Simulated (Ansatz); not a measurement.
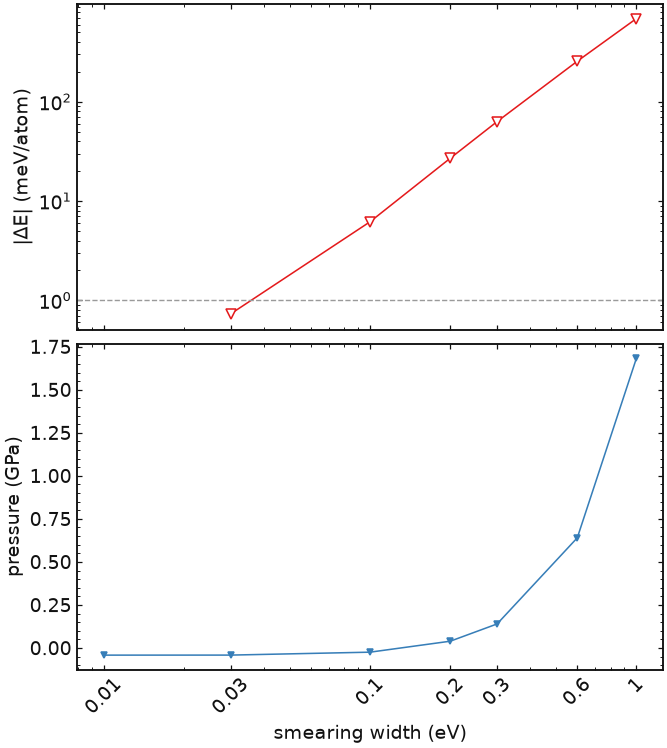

Scan of the smearing width.
The run: Na (Im-3m, 1 atom in the cell), by DFT, LDA (PW92), plane waves (420 eV) with PAW, scalar-relativistic (Ansatz 0.2.0); 11×11×11 k-mesh, Fermi–Dirac smearing.
ΔE is the free energy less its value at the smallest setting, 0.01 eV.
Dashed lines or grey bands mark the tolerance: 1 meV/atom.
On logarithmic panels, open markers lie below the reference value and filled ones above.

### What is enough for the free energy to 1 meV/atom?

The free energy is within 1 meV/atom of the smallest setting's value from 0.03 eV down. It is off by 690 meV/atom at 1 eV, 63 meV/atom at 0.3 eV and 6.2 meV/atom at 0.1 eV (always below it). The free energy falls with the width because it holds the −TS term of the fractional occupations.

### And the pressure, to 0.1 GPa?

The pressure is within 0.1 GPa of the smallest setting's value from 0.2 eV down. It is 1.68 GPa at 1 eV, 0.64 GPa at 0.6 eV, 0.14 GPa at 0.3 eV and −0.04 GPa at 0.01 eV.
